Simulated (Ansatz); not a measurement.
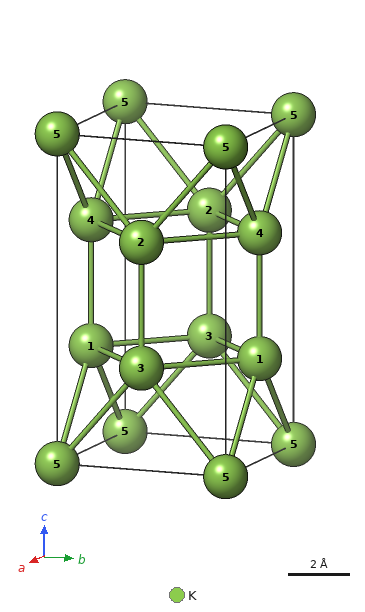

This is a crystal of K (set up in Cmmm). The picture is a ball-and-stick view of the cell of the calculation, seen slightly off an axis.

Theory: DFT PBEsol, scalar-relativistic, plane waves, PAW in Ansatz. Settings: plane-wave cutoff 420 eV; k-point mesh 6 × 6 × 4; occupations gaussian; smearing width 0.1 eV; no spin polarisation.

Now this is done to it. Every potassium atom is replaced by caesium, which gives Cs. Cell and atoms are relaxed again (to zero pressure within 0.1 GPa, forces under 0.01 eV/Å).

> Predict the response.

The volume per atom goes from 80.98 to 120.43 Å³. Cell: a = b 6.027 → 6.880 Å (+14.1 %), c 11.145 → 12.722 Å (+14.1 %). Volume +48.7 %. The space group stays Cmmm (No. 65).

Drawn alike, the variant:

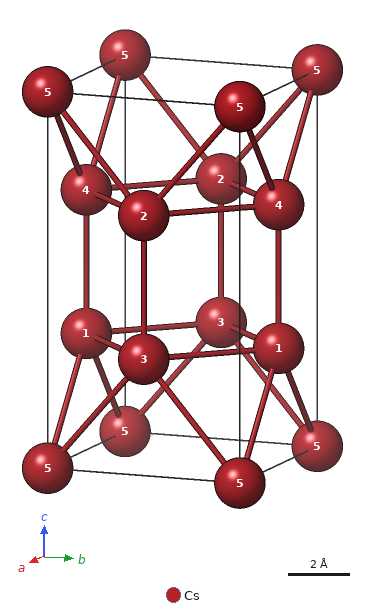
